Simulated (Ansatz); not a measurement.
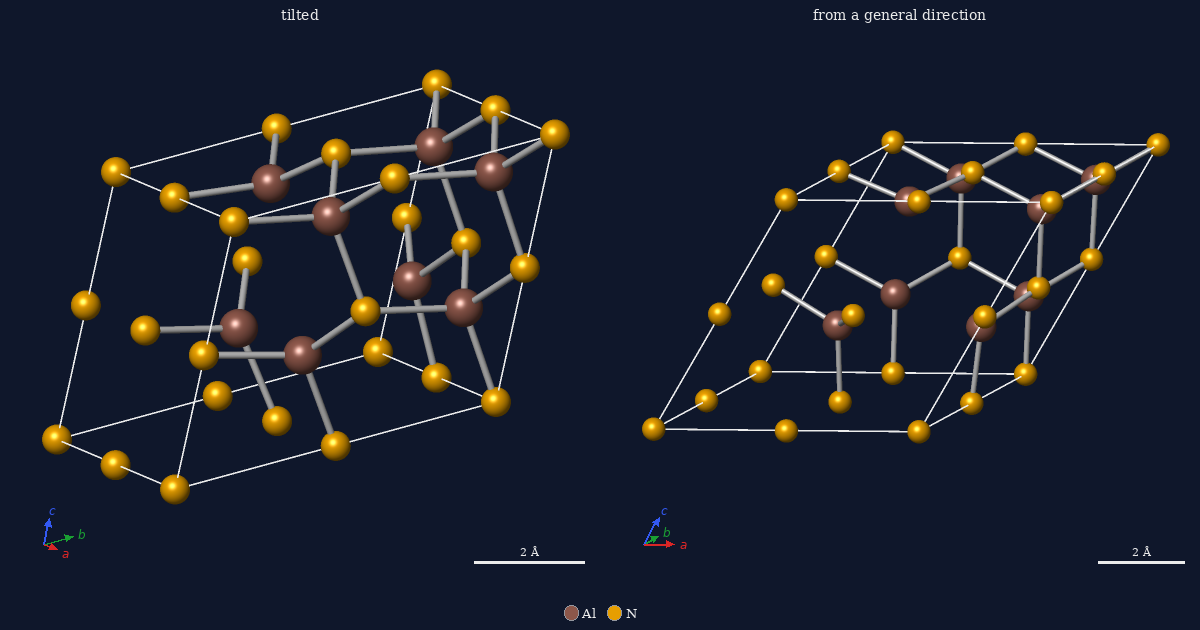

A ball-and-stick rendering, viewed slightly off an axis and from a general direction. The wireframe shows the supercell. The host is AlN, in a cell of 16 sites, and the cell carries a charge of +2.

Where does the cell differ from the host, and how?

A nitrogen vacancy. Around the empty site lie four Al at about 2.1 Å.

The calculation: DFT PBE, scalar-relativistic, plane waves, PAW in Ansatz, with a cutoff energy of 420 eV, 2×2×2 k-mesh, Gaussian smearing of 0.01 eV, collinear spins.

Is the defect spin-polarised?

Yes, 0.2 μB in the cell.

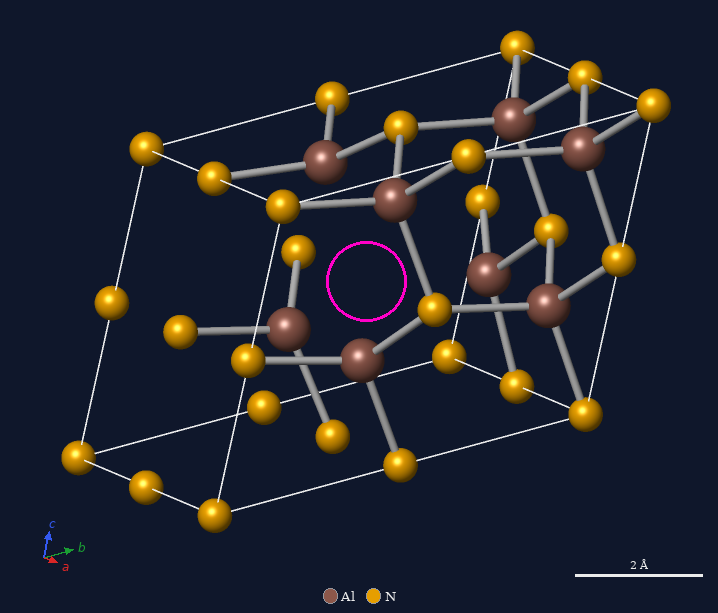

The same cell with a ring at the defect's site.

The atoms were relaxed in the host's cell with Ansatz, DFT PBE, scalar-relativistic, plane waves, PAW.
